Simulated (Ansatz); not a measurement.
Consider Ti₂Pb₃O₇ (slab).

Input file:

```
crystal:
  lattice:
    - [3.9193288086, 0.0, 0.0]
    - [0.0, 3.9193288086, 0.0]
    - [0.0, 0.0, 22.8386576172]
  atoms:
    - { symbol: Pb, position: [0.0, 0.0, 0.3283905791] }
    - { symbol: O, position: [0.5, 0.5, 0.3283905791] }
    - { symbol: Ti, position: [0.5, 0.5, 0.4141952895] }
    - { symbol: O, position: [0.0, 0.5, 0.4141952895] }
    - { symbol: O, position: [0.5, 0.0, 0.4141952895] }
    - { symbol: Pb, position: [0.0, 0.0, 0.5] }
    - { symbol: O, position: [0.5, 0.5, 0.5] }
    - { symbol: Ti, position: [0.5, 0.5, 0.5858047105] }
    - { symbol: O, position: [0.0, 0.5, 0.5858047105] }
    - { symbol: O, position: [0.5, 0.0, 0.5858047105] }
    - { symbol: Pb, position: [0.0, 0.0, 0.6716094209] }
    - { symbol: O, position: [0.5, 0.5, 0.6716094209] }
basis:
  ecutwfc: 420
kpoints:
  mp_grid: { grid: [7, 7, 1] }
hamiltonian:
  xc: pbesol
scf:
  occupations: { method: gaussian, width: 0.05 }
output:
  forces: true
  eigenvalues: true
  write_density: true
  write_potential: true
  elf: true
  volumetric_format: npy
relax:
  adjacent_minimum: "off"
  f_tol: 0.02
  max_steps: 60
efield:
  axis: 3
  dipole_correction: true
  ramp_width: 0.04
```

Command:

```sh
ansatz run input.yaml --threads 1 --pin off --max-ram 2560MiB --backend cpu --events-out ev --progress --plain --runs-dir out
```

The fields are those of the relaxed geometry.

Computed without spin polarisation.

These are results of DFT PBEsol, scalar-relativistic, plane waves, PAW (Ansatz 0.2.0), not measurements.

### Predict the valence pseudo-density and electron localisation function between the atoms.

Ti–O (1.86 Å): ρ at the midpoint is about 0.95 e/Å³; the ELF peaks at about 0.85 in the valence shell of O, 0.6 Å from its nucleus, and is about 0.30 at the midpoint (no localised pair shows between them).
Ti–O (2.04 Å): ρ is about 0.58 e/Å³ halfway; the ELF peaks at about 0.85 in the valence shell of O, 0.6 Å from its nucleus, and is about 0.20 at the midpoint; no shared electron pair shows on this line.

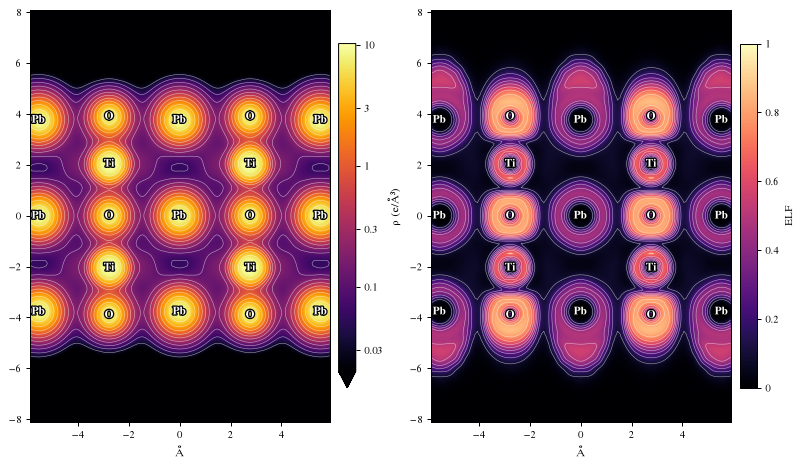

Computed valence pseudo-density and electron localisation function on the (11̄0) plane of the calculation cell, a cut from vacuum to vacuum, in this order. 

The density is the valence pseudo-density of a PAW calculation; it isn't the true density close to the nuclei.
